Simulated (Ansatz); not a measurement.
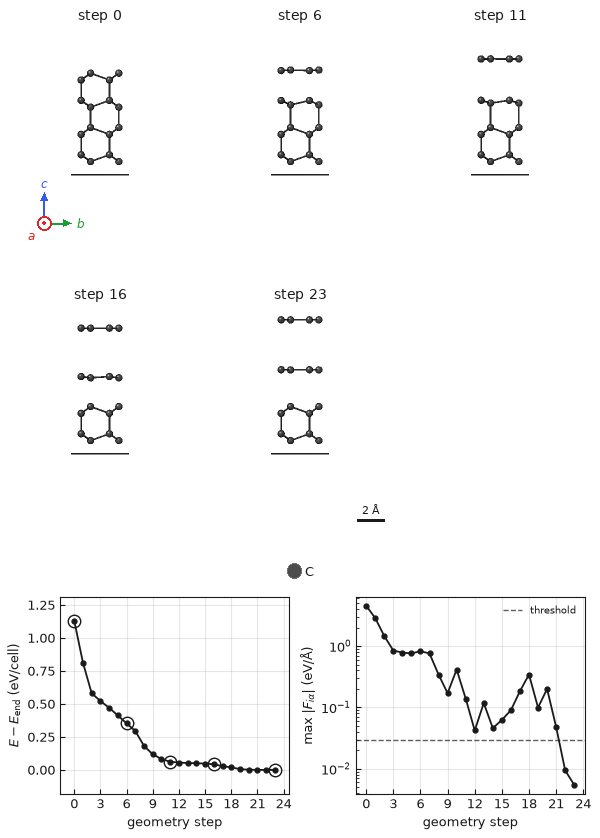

Frames of a constrained relaxation of a slab of composition C (cut from the P6_3/mmc phase), marked on the history of the run. A ball-and-stick model of the 3 × 2 repeat of the cell, outlined in the plane, without the vacuum, seen along the a axis.

Case: clean slab, lower half held. The slab is the (0 0 1) face of C. 4 atoms are held fixed.

Level of theory: DFT PBEsol, scalar-relativistic, plane waves, PAW (Ansatz 0.2.0).

Input file:
```yaml
crystal:
  lattice:
    - [2.4988149563, 0.0, 0.0]
    - [-1.2494074781, 2.1640372315, 0.0]
    - [0.0, 0.0, 23.763868273]
  atoms:
    - { symbol: C, position: [0.3333333333, 0.6666666667, 0.3576858743] }
    - { symbol: C, position: [0.6666666667, 0.3333333333, 0.3796778648] }
    - { symbol: C, position: [0.6666666667, 0.3333333333, 0.4452312946] }
    - { symbol: C, position: [0.3333333333, 0.6666666667, 0.4672232851] }
    - { symbol: C, position: [0.3333333333, 0.6666666667, 0.5327767149] }
    - { symbol: C, position: [0.6666666667, 0.3333333333, 0.5547687054] }
    - { symbol: C, position: [0.6666666667, 0.3333333333, 0.6203221352] }
    - { symbol: C, position: [0.3333333333, 0.6666666667, 0.6423141257] }
basis:
  ecutwfc: 420
kpoints:
  mp_grid: { grid: [12, 12, 1] }
hamiltonian:
  xc: pbesol
scf:
  occupations: { method: gaussian, width: 0.05 }
output:
  forces: true
  eigenvalues: true
  write_density: true
  write_potential: true
  elf: true
  volumetric_format: npy
relax:
  adjacent_minimum: "off"
  f_tol: 0.03
  max_steps: 70
  constraints: [{ sites: [0, 1, 2, 3] }]
efield:
  axis: 3
  dipole_correction: true
  ramp_width: 0.04
```

Run as
```bash
ansatz run input.yaml --threads 2 --pin off --max-ram 5120MiB --backend cpu --events-out ev --progress --plain --runs-dir out
```

> Describe the path.

Over 23 geometry steps the energy falls by 1.131 eV per cell of the calculation. Largest force component: 4.5 eV/Å at the start, 0.0055 eV/Å at the end. The largest move is that of C7, 3.00 Å along the normal (+c). The cell doesn't change. Among the contacts that change: C6–C7 1.558 → 3.818 Å, C4–C5 1.558 → 2.804 Å, C5–C6 1.534 → 1.443 Å. Bonds break, among them: C4–C5 (1.56 → 2.80 Å), C6–C7 (1.56 → 3.82 Å). Among the angles between lasting bonds that change: C8–C7–C8 109.0° → 120.0°. From step 0 to 6: C7 moves most (0.72 Å), energy −0.779 eV per cell of the calculation. From step 6 to 11: C7 moves most (0.89 Å), energy −0.291 eV per cell of the calculation. From step 11 to 16: C atoms move most (0.76 Å), energy −19.4 meV per cell of the calculation. From step 16 to 23: C atoms move most (0.64 Å), energy −42.8 meV per cell of the calculation.

```csv
step,"E − E(0), meV/atom","largest force component, eV/Å"
0,0.00,4.5392
1,-39.76,2.8486
2,-68.85,1.4518
3,-76.09,0.8445
4,-82.58,0.7823
5,-89.78,0.7587
6,-97.32,0.8224
7,-104.55,0.7587
8,-118.67,0.3429
9,-126.61,0.1707
10,-131.09,0.4141
11,-133.64,0.1397
12,-134.40,0.0422
13,-134.92,0.1178
14,-135.06,0.0459
15,-135.38,0.0626
16,-136.07,0.0900
17,-137.83,0.1842
18,-138.99,0.3439
19,-140.64,0.0994
20,-141.24,0.2003
21,-141.38,0.0482
22,-141.41,0.0094
23,-141.43,0.0055
```
